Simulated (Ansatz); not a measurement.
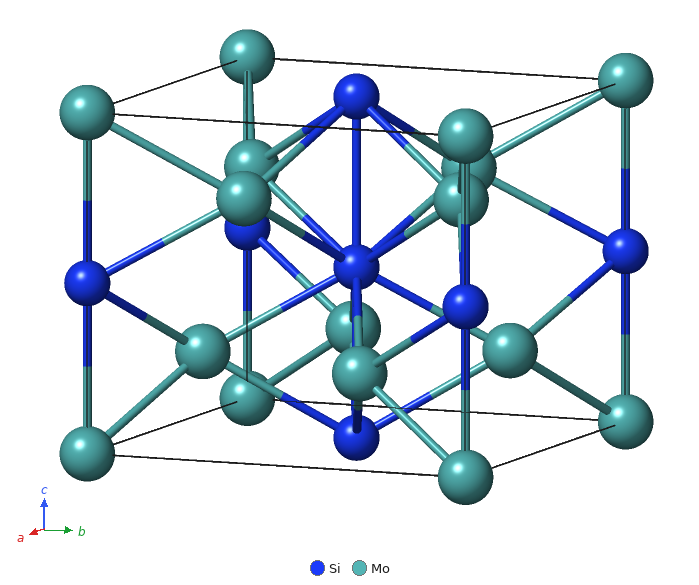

The crystal in a ball-and-stick representation, seen slightly off an axis. The wireframe shows the conventional unit cell.

SiMo3, space group P422 (No. 89), a = 6.01 Å, b = 6.01 Å, c = 5.05 Å, α = 90.00°, β = 90.00°, γ = 90.00°.

All computed values are from DFT PBE, scalar-relativistic, plane waves, PAW (Ansatz 0.2.0). Settings: plane waves up to 420 eV, k-points about 0.18 Å⁻¹ apart, Gaussian smearing of 0.1 eV, no spin polarisation.

Question: What is the electronic character?

Answer: A metal: bands cross the Fermi level.

Question: What pressure does the calculation give for this cell?

Answer: The computed pressure is -0.1 GPa, close to zero.

Provenance: a structure type filled with these elements by a generator (whether the compound takes this form wasn't checked). Earlier steps of the study, as a rule a relaxation of our own, may have changed the cell and positions, so they can lie some per cent off the listed ones. A calculation with Ansatz used it as input.
